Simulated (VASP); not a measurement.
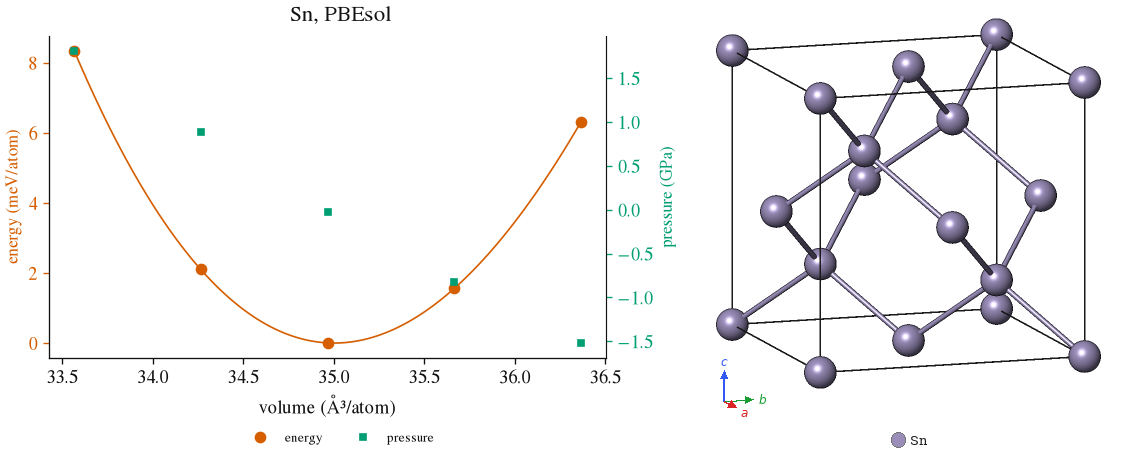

The plot gives the computed energy and pressure against volume for Sn, space group Fd-3m (No. 227). The conventional cell is drawn beside the plot.

Structure:
```xyz
2
Lattice="0.0000 3.2700 3.2700 3.2700 0.0000 3.2700 3.2700 3.2700 0.0000" Properties=species:S:1:pos:R:3 pbc="T T T"
Sn    4.9050    4.9050    4.9050
Sn    3.2700    3.2700    3.2700
```

Method: plane-wave DFT, no spin polarisation; energies at scaled volumes of the given cell, shape and fractions fixed, counted from the fit's minimum, third-order Birch-Murnaghan fit (VASP 6.6.1). Level: PBEsol.

```csv
setting,value
k mesh,6×6×6
occupations,Fermi–Dirac
smearing width,0.05 eV
potentials,"VASP PAW PBE potentials, recommended"
wave cutoff,520 eV
```

### What equilibrium volume and bulk modulus follow from the curve?

A third-order Birch–Murnaghan fit gives V0 = 35.00 Å³/atom, B0 = 41.4 GPa and B′ = 5.6.

### What does the pressure do across the range?

It falls from 1.81 GPa at volume 33.57 Å³/atom to −1.52 GPa at 36.36 Å³/atom, and changes sign near 34.94 Å³/atom.
